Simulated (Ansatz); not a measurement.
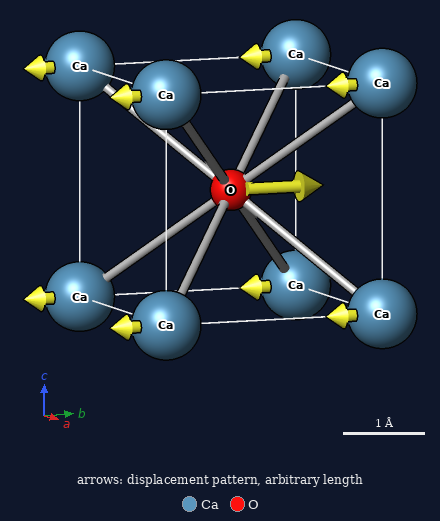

One vibrational mode of a crystal of CaO (a generated structure) at a fixed volume at the zone centre. The yellow arrows are the displacements of the atoms (eigenvector over the root of the mass), of arbitrary overall length and sign. Style: ball-and-stick. Shown: the cell of the calculation, slightly off an axis.

All numbers below come from DFT PBEsol, scalar-relativistic, plane waves, PAW in Ansatz. (plane-wave cutoff 420 eV; k-point mesh 8 × 8 × 8; occupations fixed; no spin polarisation)

Frequencies are those without the non-analytic (LO–TO) term.

Describe the mode and give its frequency.

This is the T₁u mode (triply degenerate; one member of the set is drawn) at 135 cm⁻¹, the only optical level, infrared-active by symmetry. The O sublattice moves against the Ca sublattice, along b; the kinetic energy is shared as O 71 %, Ca 29 %. Its infrared intensity is 39 (D/Å)²/amu for the set. The value is the transverse one; the longitudinal partner lies at 522 cm⁻¹.
